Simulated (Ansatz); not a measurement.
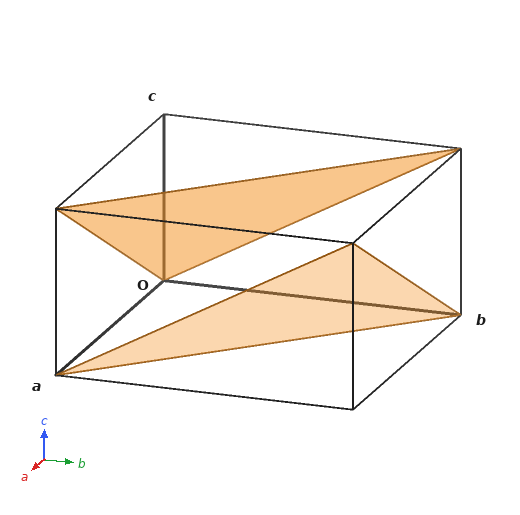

Crystal: Si, the geometry relaxed with Ansatz 0.2.0, DFT PBE, scalar-relativistic, plane waves, PAW. Every member of one family of equally spaced planes, hx + ky + lz = a whole number, that cuts the unit cell is shaded (one member passes through the origin O). All values are computed from the atomic coordinates in the standard setting (tolerance 0.002 Å).

a = 4.795 Å, b = 4.802 Å, c = 2.668 Å, α = 90.00°, β = 90.00°, γ = 90.00°.

Question: Which (hkl) family is drawn?

Answer: (1 1 −1); the opposite sign names the same planes. The member next to the origin meets the axes a at 1, b at 1, c at −1.

Question: What is the spacing?

Answer: d = 2.097 Å.
